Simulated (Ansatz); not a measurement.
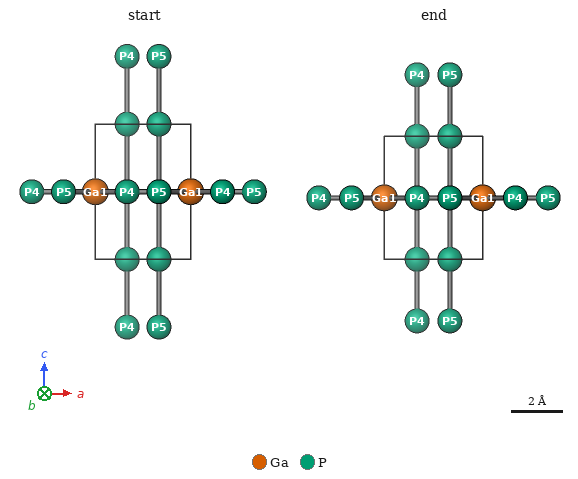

The structure of a crystal of GaP$_{4}$ (a generated structure, set up in P6/mmm) (coarse preliminary run) before (left) and after (right) a relaxation, at one scale.

A ball-and-stick model of the cell of the calculation, seen along the b axis.

These are results of DFT PBE, scalar-relativistic, plane waves, PAW in Ansatz 0.2.0, not measurements. Settings: plane-wave cutoff 420 eV; k-point mesh 6 × 6 × 4; occupations gaussian; smearing width 0.1 eV; no spin polarisation; cell and atoms relaxed; force threshold 0.04 eV/Å; at most 70 steps.

> Describe what moved and what it gained.

Over 3 accepted moves (4 points after the start) the energy falls by 81.9 meV per atom. All forces vanish by symmetry, so only the cell relaxes. Pressure: 0.55 GPa at the start and −0.04 GPa at the end. The SCF was repeated once at an unchanged geometry on a basis and grid sized afresh for the cell, which shifted the energy by less than 0.05 meV per atom at most. No atom moves by more than 0.005 Å relative to the cell. Cell: a = b 4.394 → 4.528 Å (+3.0 %), c 5.399 → 4.911 Å (−9.0 %). Volume −3.4 %. Some distances before and after: P–P 2.699 → 2.455 Å, Ga–P 2.537 → 2.614 Å. The space group stays P6/mmm (No. 191). Cost: 37 s on 1 thread of Intel(R) Xeon(R) Processor @ 2.50GHz (Skylake/Cascade Lake) (shared host), peak memory 0.39 GiB.
